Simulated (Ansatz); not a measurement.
AlCo

The calculation's input:

```
crystal:
  lattice:
    - [3.9621891199, 0.0, 0.0]
    - [-1.9810945599, 3.4313564324, 0.0]
    - [-1.9810945599, 1.1437854775, 1.6074490055]
  atoms:
    - { symbol: Al, position: [0.0, 0.0, 0.0] }
    - { symbol: Co, position: [0.5, 0.5, 0.5] }
basis:
  ecutwfc: 420
kpoints:
  mp_grid: { grid: [9, 9, 21] }
hamiltonian:
  xc: lda
scf:
  occupations: { method: gaussian, width: 0.1 }
output:
  forces: true
  stress: true
  eigenvalues: true
  write_density: true
  write_potential: true
  elf: true
  volumetric_format: npy
relax:
  adjacent_minimum: "off"
  f_tol: 0.01
  max_steps: 50
  cell: { fix: [a, b, gamma], stress_tol: 0.1 }
```

Launched as:

```sh
ansatz run input.yaml --threads 4 --pin off --max-ram 8192MiB --backend cpu --events-out ev --progress --plain --runs-dir out
```

Below, planes, directions and counts refer to the standardised cell (a = 2.80 Å, b = 2.80 Å, c = 2.80 Å, α = 89.84°, β = 90.16°, γ = 89.84°).

The fields are those of the relaxed geometry.

Space group R-3m; a structure from a database of computed crystals, not necessarily the ambient phase; computed without spin polarisation.

Method: DFT LDA, scalar-relativistic, plane waves, PAW (Ansatz 0.2.0).

> Predict the valence pseudo-density and electron localisation function between the atoms.

Al–Co (2.42 Å): the density is about 0.35 e/Å³ at the midpoint; the ELF is about 0.40 at the midpoint.

> Does the calculation give a band gap?

It is metallic or semimetallic at this level of theory: no gap opens.

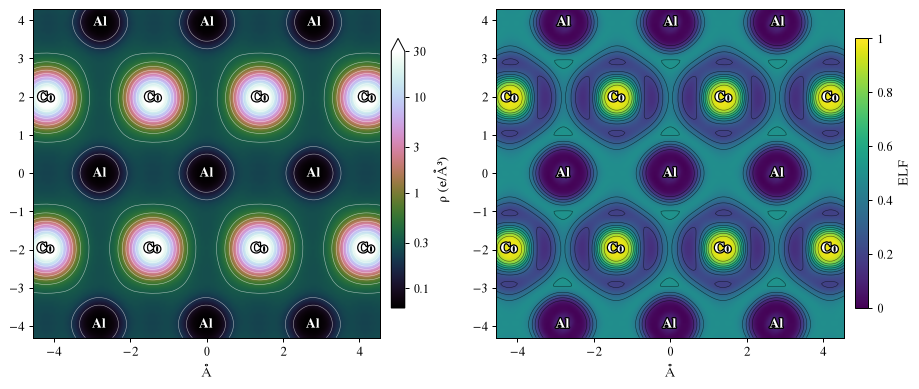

Computed valence pseudo-density and electron localisation function on the (011) plane of the standardised cell, in this order. 

In a PAW calculation such maps are meaningful between the atoms, not at the nuclei.
